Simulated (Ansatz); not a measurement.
Consider FeNi3.

Space group R-3m; spin-polarised. Net moment 4.5 μB in the 4-atom cell of the calculation; other magnetic orders weren't tried. The cell comes from a database of computed structures, not from a measurement.

Input

```
crystal:
  lattice:
    - [-1.2493709703, 2.1639739981, 0.0]
    - [-2.4987419406, 0.0, 0.0]
    - [-1.2493709703, 0.721324666, 8.1720750979]
  atoms:
    - { symbol: Fe, position: [0.0, 0.0, 0.0], spin: 4.0 }
    - { symbol: Ni, position: [0.74969, 0.74969, 0.75093], spin: 2.0 }
    - { symbol: Ni, position: [0.5, 0.5, 0.5], spin: 2.0 }
    - { symbol: Ni, position: [0.25031, 0.25031, 0.24907], spin: 2.0 }
magnetization:
  spin_polarized: true
basis:
  ecutwfc: 420
  fft_grid_basis: typed
kpoints:
  mp_grid: { grid: [15, 15, 16] }
hamiltonian:
  xc: pbe
  pseudopotentials: { kind: paw }
scf:
  occupations: { method: gaussian, width: 0.05 }
output:
  forces: true
  stress: true
  eigenvalues: true
  bader: true
  write_density: true
  volumetric_format: npy
  populations: true
  elf: true
```

Command:

```sh
ansatz run input.yaml --threads 2 --pin off --max-ram 4096MiB --backend cpu --events-out ev --progress --plain --runs-dir out
```

The picture shows the conventional cell (a = 2.50 Å, b = 2.50 Å, c = 24.52 Å, α = 90.00°, β = 90.00°, γ = 120.00°).

All numbers below come from DFT PBE, scalar-relativistic, plane waves, PAW in Ansatz 0.2.0.

Q: Predict the deformation density (crystal less neutral atoms): where will charge gather?

A: Fe–Ni (2.49 Å): Δρ is +0.013 e/Å³ at the midpoint. Fe–Fe (2.50 Å): Δρ is +0.02 e/Å³ at the midpoint. Ni–Ni (2.50 Å): Δρ is +0.007 e/Å³ at the midpoint. Over the whole cell, outside the masked cores, the largest gain, 0.03 e/Å³, lies 1.4 Å from an iron nucleus and 1.7 Å from a nickel one, and the largest loss lies at the edge of the masked core of Fe. In all about 0.08 e an atom is rearranged against the free atoms. Bader charges: Fe +0.19 and Ni −0.08 to −0.02 e. Among metals such charges hang on how the charge between the atoms is shared out.

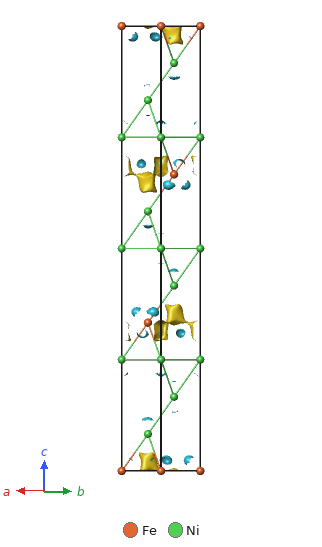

Computed deformation density: yellow surfaces at +0.02 and cyan ones at −0.02 e/Å³, in the conventional cell seen along [110] (the regions close to the nuclei are left out).

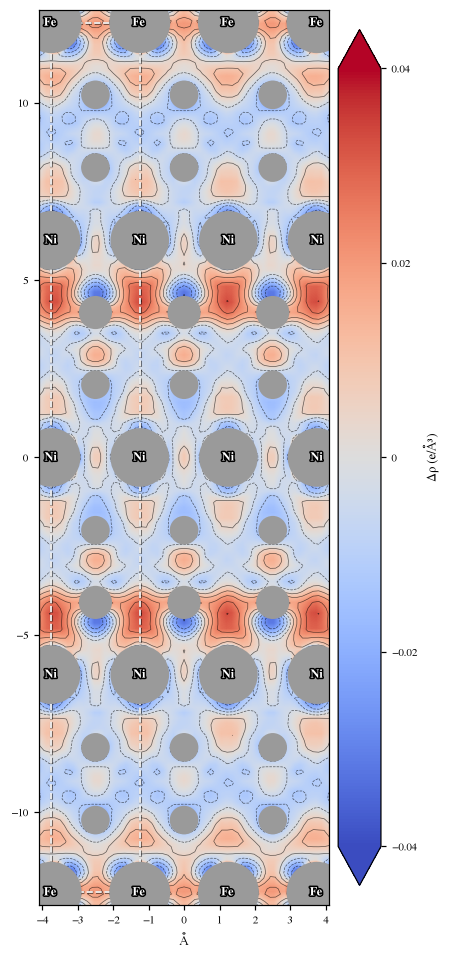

Computed deformation density: a map on the (010) plane of the conventional cell, with grey discs over the atomic cores.

Cores are masked to 0.9 Å (Fe) and 0.8 Å (Ni).

Core electrons are frozen (PAW), so the fields are smoothed inside the atomic spheres.
